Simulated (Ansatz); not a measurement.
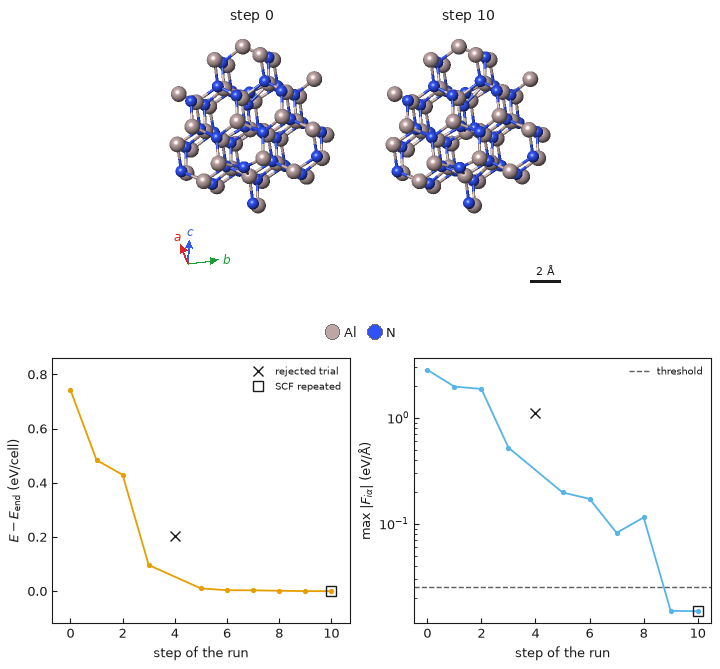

First and last geometry of a relaxation of a defect cell of composition Al₁₈N₁₉ (cell charge −2), with the history of the run. Style: ball-and-stick. Shown: the atoms within 5.8 Å of the atom that moves most (axes of the larger cell on standard axes (2 times the calculation's cell) (origin shifted)), from a free direction.

Case: N interstitial, charge -2, atoms relaxed at the host's cell.

All numbers below come from DFT PBE, scalar-relativistic, plane waves, PAW in Ansatz. (plane-wave cutoff 420 eV; k-point mesh 2 × 2 × 2; occupations gaussian; smearing width 0.01 eV; mesh shifted by (0.5, 0.5, 0.5); collinear spin; atoms relaxed in a fixed cell; force threshold 0.025 eV/Å; at most 45 steps)

### What do the curves and the structures tell?

It converged. An Al atom moves most: 0.18 Å along [−1 0 −3]. By element the largest moves are Al 0.18 Å, N 0.11 Å. The lattice vectors keep their values. Some distances before and after: Al–N 1.678 → 1.795 Å, Al–N 1.897 → 1.986 Å, Al–N 2.084 → 2.004 Å, Al–N 2.031 → 2.098 Å. Among the angles between lasting bonds that change: Al–N–Al 102.8° → 90.2°, Al–N–Al 111.7° → 100.3°, N–Al–N 113.0° → 105.9°. After 8 accepted moves (10 points after the start) the energy has fallen by 0.743 eV per cell of the calculation. The largest force component goes from 2.8 to 0.015 eV/Å. The line search rejected the trial step at point 4 of the run. 1 step only repeated the SCF at the same geometry. Cost: 3.8 min on 4 threads of AMD EPYC 7R43 64-Core Processor (Zen 3) (shared host), peak memory 1.2 GiB.

Limits of the set-up: the periodic images lie only 7.4 Å apart, so the values are limited by the cell's size; the cell is charged, on a uniform background, and energies carry no finite-size correction.
